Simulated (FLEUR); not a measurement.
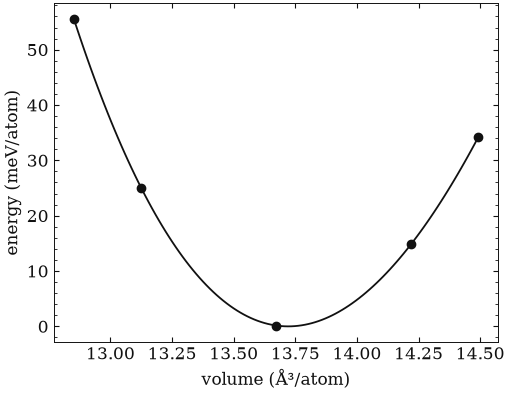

The picture above shows the energy against volume for Rh, space group Fm-3m (No. 225).

Cell as given: a = 2.684 Å, b = 2.684 Å, c = 2.684 Å, α = 60.00°, β = 60.00°, γ = 60.00°; 1 atom.

Method: all-electron LAPW DFT, no spin polarisation; energies at scaled volumes of the given cell, shape and fractions fixed, counted from the fit's minimum, third-order Birch-Murnaghan fit (FLEUR MaX-R8.1 (later development tree)). Level: r2SCAN.

- k mesh: 12×12×12
- occupations: Fermi–Dirac
- smearing width: 0.05 eV
- potentials: all electron
- program settings: basis FLAPW, kmax 4.26 1/bohr

Q: What equilibrium volume and bulk modulus follow from the curve?

A: A third-order Birch–Murnaghan fit gives V0 = 13.72 Å³/atom, B0 = 283 GPa and B′ = 5.1.
